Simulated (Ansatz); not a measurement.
# One crystal, many levels of theory: KLaMgWO6 (F-43m)

What gap does each level of theory give for KLaMgWO6 (F-43m), and in what time?

Program: Ansatz 0.2.0. Level of theory: density functionals, hybrids and G0W0, plane waves, PAW. Results are calculated unless marked as measured.

### 1. The starting structure

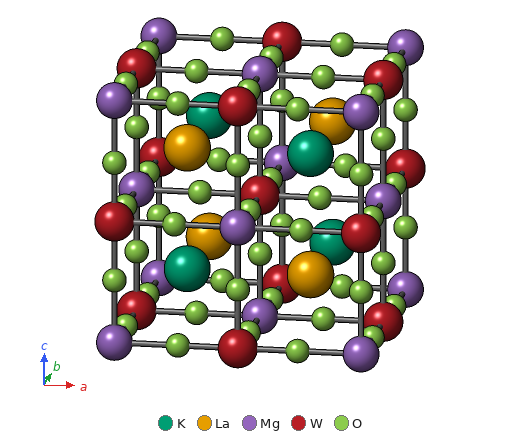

Start, viewed slightly off an axis; potassium teal, lanthanum orange, magnesium purple, tungsten red, oxygen green. This picture shows the conventional cell, with its axes. Some periodic images of atoms are drawn too.

The cell and positions are those that the Materials Project relaxed with its own functionals (PBE, PBE+U or r2SCAN), kept fixed. At the settings of the band run the largest force is still 0.50 eV/Å. Spin-orbit coupling is left out unless a step names it.

The logs state that the PAW files were generated under PBE.

### 2. LDA on the 6×6×6 mesh

This step: DFT, LDA, plane waves, PAW; PAW set soft_1.

The input, input.yaml:

```yaml
crystal:
  lattice:
    - [0.0, 3.99643456, 3.99643456]
    - [3.99643456, 0.0, 3.99643456]
    - [3.99643456, 3.99643456, 0.0]
  atoms:
    - { symbol: K, position: [0.75, 0.75, 0.75] }
    - { symbol: La, position: [0.25, 0.25, 0.25] }
    - { symbol: Mg, position: [0.0, 0.0, 0.0] }
    - { symbol: W, position: [0.5, 0.5, 0.5] }
    - { symbol: O, position: [0.74286857, 0.25713143, 0.25713143] }
    - { symbol: O, position: [0.25713143, 0.74286857, 0.74286857] }
    - { symbol: O, position: [0.74286857, 0.74286857, 0.25713143] }
    - { symbol: O, position: [0.25713143, 0.25713143, 0.74286857] }
    - { symbol: O, position: [0.25713143, 0.74286857, 0.25713143] }
    - { symbol: O, position: [0.74286857, 0.25713143, 0.74286857] }
kpoints:
  mp_grid: { grid: [6, 6, 6] }
  band_path:
    path:
      - [0.0, 0.0, 0.0]
      - [-0.5, -0.5, 0.0]
      - [-0.375, -0.375, 0.25]
      - [-0.375, 0.0, 0.375]
      - [0.0, 0.0, 0.5]
      - [-0.5, -0.25, 0.25]
    npoints: 1
hamiltonian:
  xc: lda
  pseudopotentials: { kind: paw, azcp: { folder: soft_1 }, xc_functional: pbe }
scf:
  occupations: { method: fixed }
  n_extra_bands: 7
output:
  eigenvalues: true
  forces: true
  stress: true
```

On the command line:

```sh
> ansatz run input.yaml --threads 2 --pin off --max-ram 92160MiB --backend cuda --events-out ev --progress --plain --runs-dir out --devices 1 --max-vram 13GiB
```

Numbers of over 12 decimals in the logs are rounded to 6 here.

What it wrote:

```text
scf.n_extra_bands = 7 over 40 filled bands (N_el = 80.0): the run solves 47 bands
GPUs: using 1 of 1 available (devices: 1).
Engine: ansatz 0.2.0, x86_64-unknown-linux-gnu
Pseudopotentials: kind: paw
Pseudopotential: K, paw, valence charge 9, recommended cutoff 420 eV (normal), soft_1/K.paw.azcp
Pseudopotential: La, paw, valence charge 11, recommended cutoff 420 eV (normal), soft_1/La.paw.azcp
Pseudopotential: Mg, paw, valence charge 10, recommended cutoff 420 eV (normal), soft_1/Mg.paw.azcp
Pseudopotential: W, paw, valence charge 14, recommended cutoff 420 eV (normal), soft_1/W.paw.azcp
Pseudopotential: O, paw, valence charge 6, recommended cutoff 420 eV (normal), soft_1/O.paw.azcp
Functional definition: SPW92
  exchange = slater_x
  correlation = pw_c
device memory: the entry about to start is reckoned to put 2.4 GiB on a device that reports 46.4 GiB free (of which the cap on the GPU budget leaves the run 13.0 GiB)
GPU FFT provider: cuFFT
GPU libraries: cuBLAS 13.8.2, cuFFT 12.4.0, cuSOLVER 12.3.4
Crystal: 10 atoms, lattice volume = 127.658 Å³
Basis set: ecut = 420 eV, 2445 PW (Γ)
Bands: 47, of which v1, the nominal top of the filled ones, is band 40 counted from 1 (39 counted from 0)
Symmetry: 24 space group operations
Space group: F-43m (ITA 216), of the structure as read, at distance tolerance 5.0e-5 Å
k-points: 16 of 216 (time reversal used)
Non-local potential: K, projectors of the file, l = 0: 3, l = 1: 2, l = 2: 2
Non-local potential: La, projectors of the file, l = 0: 3, l = 1: 2, l = 2: 2, l = 3: 3
Non-local potential: Mg, projectors of the file, l = 0: 3, l = 1: 2, l = 2: 1
Non-local potential: W, projectors of the file, l = 0: 3, l = 1: 2, l = 2: 2, l = 3: 1
Non-local potential: O, projectors of the file, l = 0: 2, l = 1: 2, l = 2: 1
PAW form: soft (Blöchl's): semilocal exchange-correlation on the pseudo side does not see the compensation charge
PAW frozen core: K, regenerated for the run's functional, and the local potential with it (the file was generated under x = pbe(κ = 0.804, μ = 0.219515), c = pbe(β = 0.066725))
PAW frozen core: La, regenerated for the run's functional, and the local potential with it (the file was generated under x = pbe(κ = 0.804, μ = 0.219515), c = pbe(β = 0.066725))
PAW frozen core: Mg, regenerated for the run's functional, and the local potential with it (the file was generated under x = pbe(κ = 0.804, μ = 0.219515), c = pbe(β = 0.066725))
PAW frozen core: W, regenerated for the run's functional, and the local potential with it (the file was generated under x = pbe(κ = 0.804, μ = 0.219515), c = pbe(β = 0.066725))
PAW frozen core: O, regenerated for the run's functional, and the local potential with it (the file was generated under x = pbe(κ = 0.804, μ = 0.219515), c = pbe(β = 0.066725))
PAW one-centre angular grid: K, 110 points (default); XC on 64 Gauss nodes
PAW one-centre angular grid: La, 590 points (default); XC on 64 Gauss nodes
PAW one-centre angular grid: Mg, 110 points (default); XC on 64 Gauss nodes
PAW one-centre angular grid: W, 590 points (default); XC on 64 Gauss nodes
PAW one-centre angular grid: O, 110 points (default); XC on 64 Gauss nodes
Initial density: superposition of atomic densities (chi_scale 0.1, normalization cell, long waves kept (reshape's long-wave potential 0.01 eV rms))
Initial wavefunctions: pseudopotential atomic-orbital guess
GPU buffer pool allocated for 64000 grid points (all kernels)
GPU transforms: local potential and band sums: pruned to the plane-wave sphere, on 40×40×40
Functional: x = slater, c = lda
SCF iter   1: F=—  HF=-22952.415478 eV  |F-HF|=—  |Δ(HF+E_count)|=         —  Δρ=7.85e-2  dr2=1.62e1  ethr=3.10e-3  ⟨swp⟩=3.4  Hψ=2317  notcnv=0  defer=10
preconditioner: auto → Resta (q_TF=auto, 2.524 Å⁻¹)  ε∞=8.9  [insulator: Δε(μ)=1.387 eV  Ē_g=9.043 eV  n_scr=26 (ndim 8)  ℏωp=25.5 eV  f_vac=0.000  ε∞_Penn≈8.9]
SCF iter   2: F=—  HF=-22948.788927 eV  |F-HF|=—  |Δ(HF+E_count)|=    3.63e0  Δρ=3.49e-2  dr2=2.41e0  ethr=3.10e-3  ⟨swp⟩=3.2  Hψ=1695  notcnv=0  defer=22
SCF iter   3: F=—  HF=-22948.212313 eV  |F-HF|=—  |Δ(HF+E_count)|=   5.77e-1  Δρ=9.53e-3  dr2=1.35e-1  ethr=3.01e-3  ⟨swp⟩=4.8  Hψ=2397  notcnv=0  defer=30
SCF iter   4: F=—  HF=-22948.175910 eV  |F-HF|=—  |Δ(HF+E_count)|=   3.64e-2  Δρ=3.55e-3  dr2=2.38e-2  ethr=1.69e-4  ⟨swp⟩=2.6  Hψ=1364  notcnv=0  defer=58
SCF iter   5: F=—  HF=-22948.167992 eV  |F-HF|=—  |Δ(HF+E_count)|=   7.92e-3  Δρ=1.61e-3  dr2=4.92e-3  ethr=2.97e-5  ⟨swp⟩=2.0  Hψ=1168  notcnv=0  defer=72
SCF iter   6: F=—  HF=-22948.166935 eV  |F-HF|=—  |Δ(HF+E_count)|=   1.06e-3  Δρ=1.21e-3  dr2=2.15e-3  ethr=6.15e-6  ⟨swp⟩=4.5  Hψ=1368  notcnv=0  defer=72
SCF iter   7: F=—  HF=-22948.166526 eV  |F-HF|=—  |Δ(HF+E_count)|=   4.09e-4  Δρ=3.25e-4  dr2=2.16e-4  ethr=2.68e-6  ⟨swp⟩=2.1  Hψ=1081  notcnv=0  defer=68
SCF iter   8: F=—  HF=-22948.166340 eV  |F-HF|=—  |Δ(HF+E_count)|=   1.86e-4  Δρ=5.57e-5  dr2=9.59e-6  ethr=2.70e-7  ⟨swp⟩=2.0  Hψ=1089  notcnv=0  defer=71
SCF iter   9: F=—  HF=-22948.166394 eV  |F-HF|=—  |Δ(HF+E_count)|=   5.39e-5  Δρ=1.09e-5  dr2=3.49e-7  ethr=1.20e-8  ⟨swp⟩=2.0  Hψ=1182  notcnv=0  defer=36
SCF iter  10: F=-22948.166394 eV  HF=-22948.166394 eV  |F-HF|=1.08e-8  |Δ(HF+E_count)|=   1.54e-7  Δρ=2.49e-6  dr2=1.44e-8  ethr=1.25e-10  ⟨swp⟩=12.8  Hψ=3683  notcnv=0
SCF 1 converged in 10 iterations: F = -22948.166394 eV  dr2 = 1.44e-8
[...]
device memory: the entry about to start is reckoned to put 1.7 GiB on a device that reports 49.0 GiB free (of which the cap on the GPU budget leaves the run 13.0 GiB)
NSCF: frozen V_eff on 6 k-points
SCF converged after 10 iterations
Free energy (F): -22948.166394 eV
Harris-Foulkes:  -22948.166394 eV  (|F-HF|=1.08e-8)
Internal energy: -22948.166394 eV  (E = F + TS)
E sigma→0 (E₀):  -22948.166394 eV
Fermi energy:    8.727852 eV
--- Per-component energies (eV) ---
  E_band       = -611.068457
  E_kinetic    = 1926.711000
  E_local      = -5245.769763  (includes V_loc(G=0)·N_el)
  E_nonlocal   = 607.766681
  E_hartree    = 1899.415696
  E_xc         = -988.465635
  E_vxc        = -1116.094023  (∫ρ·V_xc dr)
  E_paw        = -15499.413093  (= ΣΔE_a)
  E_vpaw       = -582.521697  (= ΣTr[D̂ρ^β])
  E_aug_tail   = 0.004901  (compensation charges beyond the density's cutoff)
  E_ewald      = -5650.010765
  E_core_change = 1.594584  (= ΣΔE_core)
  E_smearing   = -0.000000  (= −TS)
  E_closure    = 0.000000  (closes the sum)
  Σ components = -22948.166394   (vs F -22948.166394, Δ=0.00e0)
--- Forces (eV/Å), atoms counted from 1 ---
  atom   1  K     -0.00000000     0.00000000    -0.00000000
  atom   2  La     0.00000000    -0.00000000    -0.00000000
  atom   3  Mg    -0.00000000     0.00000000     0.00000000
  atom   4  W     -0.00000000     0.00000000     0.00000000
  atom   5  O      0.81358557     0.00000000    -0.00000000
  atom   6  O     -0.81358557    -0.00000000     0.00000000
  atom   7  O      0.00000000    -0.00000000    -0.81358557
  atom   8  O     -0.00000000     0.00000000     0.81358557
  atom   9  O      0.00000000     0.81358557     0.00000000
  atom  10  O      0.00000000    -0.81358557    -0.00000000
  max |Σ_I F_I| component: 2.31e-16 eV/Å
--- Stress (GPa, compression-positive) ---
      -12.769961       0.000000      -0.000000
        0.000000     -12.769961       0.000000
       -0.000000       0.000000     -12.769961
  P = ⅓ Tr σ = -12.7700 GPa (-127.700 kbar)
--- Band table (eV; the first three rows and the last of 16) ---
  k-point 0: bands = [... 36 lower, 8.2278, 8.7279, 8.7279, 8.7279, 11.3865, 11.3865, 11.3865, 11.9389, ... 3 higher]
  k-point 1: bands = [... 36 lower, 8.1657, 8.5790, 8.5790, 8.6590, 11.4541, 11.5052, 11.5052, 11.9336, ... 3 higher]
  k-point 2: bands = [... 36 lower, 8.0283, 8.2784, 8.2784, 8.5011, 11.5566, 11.6480, 11.6480, 11.9271, ... 3 higher]
  k-point 15: bands = [... 36 lower, 7.4937, 7.7449, 7.9501, 8.4989, 11.4219, 11.8571, 11.8597, 11.8760, ... 3 higher]
```

Elapsed: 8.8 s, on 1 × NVIDIA H100 80GB HBM3 (shared by 6 runs) with 2 threads of AMD EPYC 7R13 (Zen 3), shared host; peak memory 0.97 GiB; 14 s of CPU time.

This step gave:

* pressure: -12.77 GPa
* gap: 2.426 eV
* valence top at: Γ
* conduction bottom at: X
* least direct gap: 2.472 eV

Over mesh and listed points the gap is 2.426 eV, from k = Γ to k = (-0.500, -0.500, 0.000). The least direct gap found is 2.472 eV, at k = (-0.500, -0.500, 0.000). The pressure in this cell is -13 GPa; the cell is kept.

### 3. PBEsol on the 6×6×6 mesh

This step: DFT, PBEsol, plane waves, PAW; PAW set soft_1.

Changes to input.yaml since step 2:

```diff
@@ -28,3 +28,3 @@
 hamiltonian:
-  xc: lda
+  xc: pbesol
   pseudopotentials: { kind: paw, azcp: { folder: soft_1 }, xc_functional: pbe }
@@ -37 +37,5 @@
   stress: true
+  write_density: true
+  write_potential: true
+  elf: true
+  volumetric_format: npy
```

What it wrote:

```text
[...]
GPUs: using 1 of 1 available (devices: 1).
[...]
GPU FFT provider: cuFFT
GPU libraries: cuBLAS 13.8.2, cuFFT 12.4.0, cuSOLVER 12.3.4
Crystal: 10 atoms, lattice volume = 127.658 Å³
Basis set: ecut = 420 eV, 2445 PW (Γ), exchange–correlation on 80×80×80 points (8 copies of the dense FFT grid, shifted against one another)
Bands: 47, of which v1, the nominal top of the filled ones, is band 40 counted from 1 (39 counted from 0)
Symmetry: 24 space group operations
[...]
k-points: 16 of 216 (time reversal used)
[...]
GPU buffer pool allocated for 64000 grid points (all kernels)
[...]
SCF iter   1: F=—  HF=-23227.489831 eV  |F-HF|=—  |Δ(HF+E_count)|=         —  Δρ=7.88e-2  dr2=1.61e1  ethr=3.10e-3  ⟨swp⟩=3.4  Hψ=2516  notcnv=0  defer=10
[...]
atom   5  O      0.69345155     0.00000000    -0.00000000
  atom   6  O     -0.69345155    -0.00000000     0.00000000
  atom   7  O      0.00000000    -0.00000000    -0.69345155
  atom   8  O     -0.00000000     0.00000000     0.69345155
  atom   9  O     -0.00000000     0.69345155     0.00000000
  atom  10  O      0.00000000    -0.69345155    -0.00000000
  max |Σ_I F_I| component: 1.09e-16 eV/Å
--- Stress (GPa, compression-positive) ---
       -7.966539      -0.000000      -0.000000
        0.000000      -7.966539       0.000000
       -0.000000       0.000000      -7.966539
  P = ⅓ Tr σ = -7.9665 GPa (-79.665 kbar)
--- Band table (eV; the first three rows and the last of 16) ---
  k-point 0: bands = [... 36 lower, 8.4753, 8.9725, 8.9725, 8.9725, 11.6693, 11.6693, 11.6693, 12.2398, ... 3 higher]
  k-point 1: bands = [... 36 lower, 8.4135, 8.8238, 8.8238, 8.9038, 11.7397, 11.7902, 11.7902, 12.2339, ... 3 higher]
  k-point 2: bands = [... 36 lower, 8.2759, 8.5240, 8.5240, 8.7455, 11.8464, 11.9371, 11.9371, 12.2269, ... 3 higher]
  k-point 15: bands = [... 36 lower, 7.7446, 7.9932, 8.1971, 8.7449, 11.7128, 12.1518, 12.1575, 12.1752, ... 3 higher]
[key lines of the parts left out:]
SCF converged after 10 iterations
Free energy (F): -23223.441905 eV
Fermi energy:    8.972508 eV
```

Wall time 8.8 s (1 × NVIDIA H100 80GB HBM3 (shared by 6 runs) with 2 threads); peak memory 0.99 GiB.

This step gave:

```
pressure             : -7.967 GPa
gap                  : 2.474 eV
valence top at       : Γ
conduction bottom at : X
least direct gap     : 2.519 eV
```

Over mesh and listed points the gap is 2.474 eV, from k = Γ to k = (-0.500, -0.500, 0.000). The least direct gap found is 2.519 eV, at k = (-0.500, -0.500, 0.000). The pressure in this cell is -8 GPa; the cell is kept. PBEsol against LDA: 2.474 − 2.426 = +0.048 eV, with the same mesh, files and cutoff, and both edges at the same k points.

### 4. PBE on the 6×6×6 mesh

Levels along a band path and on the mesh show where this functional puts the band edges.

This step: DFT, PBE, plane waves, PAW; PAW set soft_1.

input.yaml, the sections that differ from step 3:

```yaml
kpoints:
  mp_grid: { grid: [6, 6, 6] }
  band_path:
    path:
      - [[0.0, 0.0, 0.0], [-0.5, -0.5, 0.0], [-0.375, -0.375, 0.25]]
      - [[-0.375, 0.0, 0.375], [0.0, 0.0, 0.0], [0.0, 0.0, 0.5], [-0.5, -0.25, 0.25], [-0.5, -0.5, 0.0]]
    npoints: 10
hamiltonian:
  xc: pbe
  pseudopotentials: { kind: paw, azcp: { folder: soft_1 } }
scf:
  occupations: { method: fermi_dirac, width: 0.02 }
  n_extra_bands: 7
# crystal, output: as in step 3
```

What it wrote:

```text
[...]
GPUs: using 1 of 1 available (devices: 1).
[...]
GPU FFT provider: cuFFT
GPU libraries: cuBLAS 13.8.2, cuFFT 12.4.0, cuSOLVER 12.3.4
Crystal: 10 atoms, lattice volume = 127.658 Å³
Basis set: ecut = 420 eV, 2445 PW (Γ), exchange–correlation on 80×80×80 points (8 copies of the dense FFT grid, shifted against one another)
[...]
k-point 0: bands = [... 36 lower, 8.6168, 9.1105, 9.1105, 9.1105, 11.8625, 11.8625, 11.8625, 12.3520, ... 3 higher]
  k-point 1: bands = [... 36 lower, 8.5563, 8.9650, 8.9650, 9.0430, 11.9221, 11.9720, 11.9720, 12.3456, ... 3 higher]
  k-point 2: bands = [... 36 lower, 8.4214, 8.6701, 8.6701, 8.8876, 12.0090, 12.0994, 12.0994, 12.3379, ... 3 higher]
  k-point 15: bands = [... 36 lower, 7.9005, 8.1453, 8.3497, 8.8883, 11.8808, 12.2709, 12.2764, 12.2877, ... 3 higher]
[key lines of the parts left out:]
SCF converged after 10 iterations
Free energy (F): -23513.536626 eV
Fermi energy:    10.379871 eV
P = ⅓ Tr σ = -2.6065 GPa (-26.065 kbar)
```

Run time: 4.9 s. Hardware: 1 × NVIDIA H100 80GB HBM3 (shared by 6 runs) with 2 threads; peak memory 1 GiB.

Numbers from this step:

```
pressure             : -2.607 GPa
gap                  : 2.525 eV
valence top at       : Γ
conduction bottom at : X
least direct gap     : 2.568 eV
```

Over mesh and path the gap is 2.525 eV, from k = Γ to k = (-0.500, -0.500, 0.000). The least direct gap found is 2.568 eV, at k = (-0.500, -0.500, 0.000). PBE against PBEsol: 2.525 − 2.474 = +0.051 eV, with the same mesh, files and cutoff, and both edges at the same k points.

### 5. PBE+SOC on the 6×6×6 mesh

This run has two-component orbitals with spin-orbit coupling.

This step: DFT, PBE with spin-orbit coupling, plane waves, PAW; PAW set soft_1.

input.yaml, the sections that differ from step 4:

```yaml
kpoints:
  mp_grid: { grid: [6, 6, 6] }
  band_path:
    path:
      - [0.0, 0.0, 0.0]
      - [-0.5, -0.5, 0.0]
      - [-0.375, -0.375, 0.25]
      - [-0.375, 0.0, 0.375]
      - [0.0, 0.0, 0.5]
      - [-0.5, -0.25, 0.25]
    npoints: 1
hamiltonian:
  xc: pbe
  pseudopotentials: { kind: paw_fr, azcp: { folder: soft_1 } }
scf:
  occupations: { method: fixed }
  n_extra_bands: 14
magnetization:
  noncollinear: true
  spin_orbit: true
# crystal, output: as in step 4
```

What it wrote:

```text
[...]
GPUs: using 1 of 1 available (devices: 1).
[...]
non-collinear run that drives no moment, with spin-orbit: no starting moment large enough to seed its density (crystal.atoms[].spin), no starting occupations that ask for one, no magnetisation constraint and no magnetic field, so the semilocal B_xc is pinned to zero
[...]
k-point 1: bands = [... 76 lower, 8.9675, 8.9682, 9.0364, 9.0364, 11.8337, 11.8337, 11.8689, 11.8788, ... 10 higher]
  k-point 2: bands = [... 76 lower, 8.6804, 8.6821, 8.8805, 8.8805, 11.9384, 11.9384, 11.9999, 12.0167, ... 10 higher]
  k-point 15: bands = [... 76 lower, 8.3360, 8.3553, 8.8809, 8.8817, 11.8343, 11.8821, 12.1617, 12.1743, ... 10 higher]
[key lines of the parts left out:]
SCF converged after 10 iterations
Magnetization: |M| = 0.0000 μB,  M = (+0.0000, +0.0000, +0.0000) μB
Free energy (F): -23543.539852 eV
Fermi energy:    9.108668 eV
P = ⅓ Tr σ = -2.6805 GPa (-26.805 kbar)
```

It took 11 s on 1 × NVIDIA H100 80GB HBM3 (shared by 6 runs) with 2 threads; peak memory 1.2 GiB.

This step gave:

| Quantity | Value |
| --- | --- |
| pressure | -2.681 GPa |
| gap | 2.513 eV |
| valence top at | Γ |
| conduction bottom at | X |
| least direct gap | 2.561 eV |

Over mesh and listed points the gap is 2.513 eV, from k = Γ to k = (-0.500, -0.500, 0.000). The least direct gap found is 2.561 eV, at k = (-0.500, -0.500, 0.000). PBE+SOC against PBE: 2.513 − 2.525 = −0.012 eV, with the same mesh, set of files (read in its fully relativistic form for the spin-orbit run) and cutoff, and both edges at the same k points. The spin-orbit run sees mesh and listed points alone, so its gap is an upper bound: the coupling can move an edge off these points, the more so as this crystal has no centre of inversion, and the change over the zone, its sign included where it is small, is not known.

### 6. r2SCAN on the 6×6×6 mesh

r2SCAN is a meta-GGA: it depends on the kinetic-energy density as well as on the density and its gradient.

This step: DFT, r2SCAN, plane waves, PAW; PAW set soft_1.

Changes to input.yaml since step 5:

```diff
@@ -28,10 +28,7 @@
 hamiltonian:
-  xc: pbe
-  pseudopotentials: { kind: paw_fr, azcp: { folder: soft_1 } }
+  xc: r2scan
+  pseudopotentials: { kind: paw, azcp: { folder: soft_1 } }
 scf:
   occupations: { method: fixed }
-  n_extra_bands: 14
-magnetization:
-  noncollinear: true
-  spin_orbit: true
+  n_extra_bands: 7
 output:
```

What it wrote:

```text
[...]
GPUs: using 1 of 1 available (devices: 1).
[...]
GPU FFT provider: cuFFT
GPU libraries: cuBLAS 13.8.2, cuFFT 12.4.0, cuSOLVER 12.3.4
Crystal: 10 atoms, lattice volume = 127.658 Å³
Basis set: ecut = 500 eV, 3287 PW (Γ), exchange–correlation on 180×180×180 points (64 copies of the dense FFT grid, shifted against one another)
[...]
k-point 0: bands = [... 36 lower, 8.2559, 8.7635, 8.7635, 8.7635, 11.8746, 11.8746, 11.8746, 12.6053, ... 3 higher]
  k-point 1: bands = [... 36 lower, 8.1941, 8.6170, 8.6170, 8.6934, 11.9527, 11.9972, 11.9972, 12.5942, ... 3 higher]
  k-point 2: bands = [... 36 lower, 8.0579, 8.3152, 8.3152, 8.5294, 12.0839, 12.1623, 12.1623, 12.5822, ... 3 higher]
  k-point 15: bands = [... 36 lower, 7.5362, 7.7725, 7.9899, 8.5381, 11.9385, 12.4270, 12.4930, 12.5288, ... 3 higher]
[key lines of the parts left out:]
SCF converged after 10 iterations
Free energy (F): -23556.379213 eV
Fermi energy:    8.763499 eV
P = ⅓ Tr σ = -7.0990 GPa (-70.990 kbar)
```

It took 7.8 s on 1 × NVIDIA H100 80GB HBM3 (shared by 6 runs) with 2 threads; peak memory 1.3 GiB.

Numbers from this step:

| Property | Result |
| --- | --- |
| pressure | -7.099 GPa |
| gap | 2.907 eV |
| valence top at | Γ |
| conduction bottom at | X |
| least direct gap | 2.951 eV |

Over mesh and listed points the gap is 2.907 eV, from k = Γ to k = (-0.500, -0.500, 0.000). The least direct gap found is 2.951 eV, at k = (-0.500, -0.500, 0.000). The pressure in this cell is -7 GPa; the cell is kept. r2SCAN against PBE: 2.907 − 2.525 = +0.382 eV. The runs also differ in plane-wave cutoff (420 eV and 500 eV), so how much of this comes from the functional alone is not known.

(Continued in part 2 of 3.)

[Paths, hosts, dates, memory and timing lines, banners, echoed tables and standing remarks are left out of the program output.]

[Logs are printed without paths, hosts, clocks, repeated set-up lines and the standing remarks that a program may print on its own settings, such as how far it seeks lower states.]

[Runs of the session that timed out or met a known fault of the program may be left out.]

[Cells called generated may have been cut or substituted from an entry of the Crystallography Open Database or the Materials Project.]

[Hosts, paths, dates, database ids (printed as entryN), source tags and the programs' standing remarks are cut or masked in the printed files.]

[Where an RPA ε∞ is given, it is that of the G0W0 mesh and is not shown converged in it. Names of k-points follow the symmetry that the program found, which can be lower than the space group named. Band edges on a path are those of the sampled points; other points can move an edge, and change direct to indirect where valleys lie close.]

[Hybrid gaps are those of their k-mesh and are not shown converged in it.]
